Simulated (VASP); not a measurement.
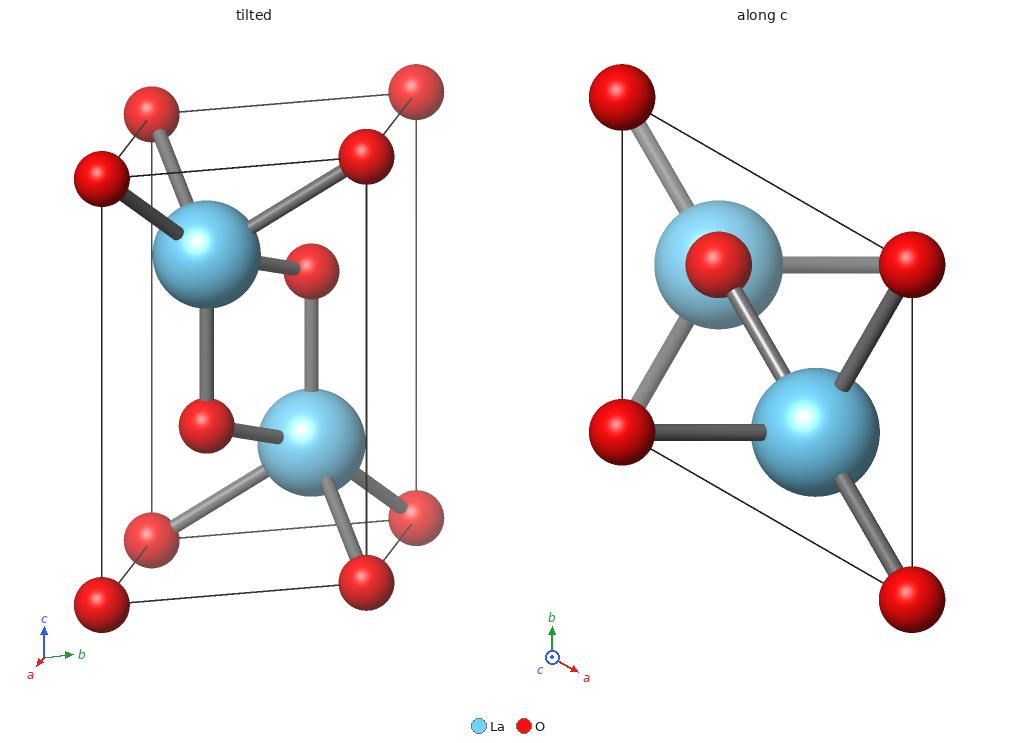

La₂O₃, space group P-3m1 (No. 164), a = 3.938 Å, b = 3.938 Å, c = 6.136 Å, α = 90.00°, β = 90.00°, γ = 120.00°. Structure drawing (ball-and-stick), viewed slightly off an axis and along the c axis. The parallelepiped is the conventional unit cell. This one geometry was run with four functionals. The cell is a cell made by a generator, which needn't be a real form of the compound. The cell was built by a generator and isn't the measured one.

Alike in all runs: VASP 6.6.1; cutoff 520 eV; k mesh 8 × 8 × 5 on the run's cell of 5 atoms; occupations gaussian, width 0.05 eV; no spin polarisation; no spin-orbit coupling. LDA runs use LDA potentials, the others PBE ones.

| level | pressure (GPa) | gap (eV) |
| --- | --- | --- |
| LDA | -7.3 | 3.76 |
| r2SCAN | -0.9 | 4.32 |
| SCAN | ? | ? |
| PBEsol | -4.2 | 3.83 |

### Fill in the row of SCAN.

Pressure -1.7 GPa; gap 4.31 eV. That is between PBEsol and r2SCAN in pressure.

### Order the levels by the equilibrium volume that these pressures point to, smallest first.

LDA (-7.3 GPa), PBEsol (-4.2 GPa), SCAN (-1.7 GPa), r2SCAN (-0.9 GPa). A higher pressure at one volume points to a larger equilibrium volume, as long as the bulk moduli are alike; rows a few tenths of a GPa apart can't be told apart.

Gaps are the least found on the k-mesh, which misses some points of high symmetry; where the band edges lie there, the true gap is smaller, at times by an eV.

Caveat: rows whose functional differs from that of their potentials carry a shift in pressure and volume, which can reorder them; semilocal functionals give gaps below the measured ones.
